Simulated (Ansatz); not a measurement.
# Si: what the fields show

```
Si
1.0
     1.92502   -3.32388    0.00000
     5.73921    3.30319    0.00000
     0.00000    0.00000    6.34124
Si
8
Direct
  0.50000 0.16711 0.06306
  0.00000 0.66711 0.06306
  0.99956 0.33333 0.56306
  0.49956 0.83333 0.56306
  0.50000 0.16711 0.43694
  0.00000 0.66711 0.43694
  0.99956 0.33333 0.93694
  0.49956 0.83333 0.93694
```

Space group Cmcm; a structure from a database of computed crystals, not necessarily the ambient phase; started from the database structure prototype, which need not be the ambient phase; changed on purpose from its base cell (shear xy strain -0.5%).

Computed with Ansatz, DFT, HSE06, plane waves, PAW.

In a PAW calculation such maps are meaningful between the atoms, not at the nuclei.

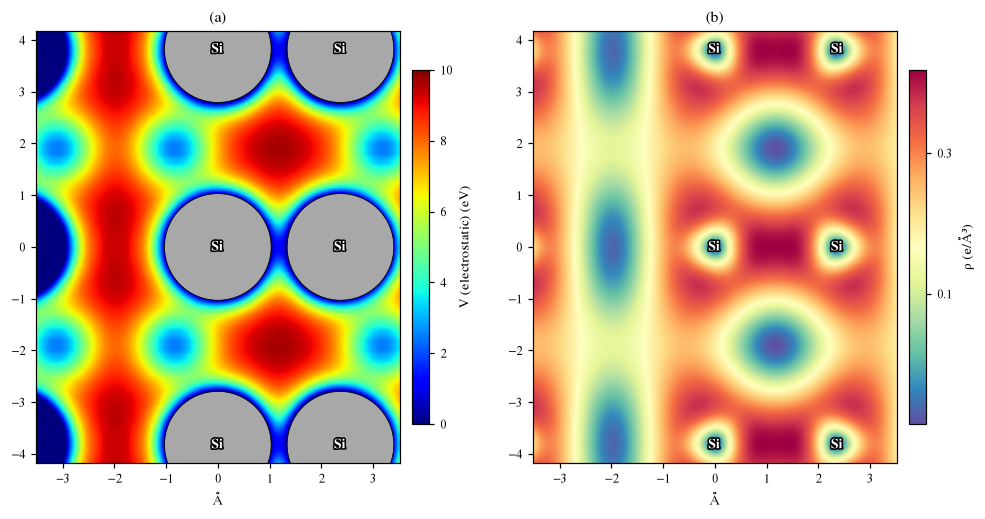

Figure 1. (a) electrostatic potential energy of an electron; (b) valence electron density on the (110) plane of the conventional cell. Grey discs cover the atomic cores in the potential map.

**What does the map show?**

The plane passes through Si nuclei. Si–Si (2.37 Å): the density is about 0.57 e/Å³ at the midpoint. Between the atoms the lowest density in this plane is 0.04 e/Å³. Outside the cores the potential energy rises away from the atoms and is highest about 2.2 Å from the nearest atoms; its zero is arbitrary.

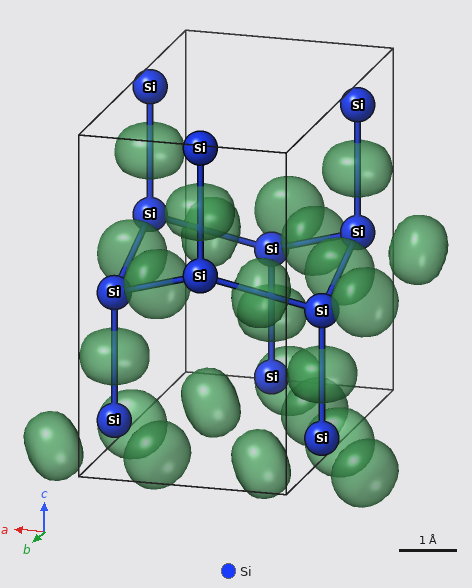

Figure 2. Isosurface of the ELF at 0.85 (green), seen at an oblique angle. Only the valence region is drawn (cores and ρ < 0.01 e/Å³ removed). Sticks mark near contacts.

**What do the ELF domains correspond to?**

At this value the surface marks out 16 regions between bonded Si–Si atoms (shared pairs), counted in one cell of 8 atoms. Regions shared between cells count once.


Si–Si (2.35 Å): the ELF peaks at about 0.95 between the atoms, as expected for a shared electron pair.

**Does the calculation make it a metal, or give it a gap?**

It is gapped, with a Kohn–Sham gap of 0.91 eV on the k-point mesh (the band edges may lie off the mesh, which would make the gap smaller).
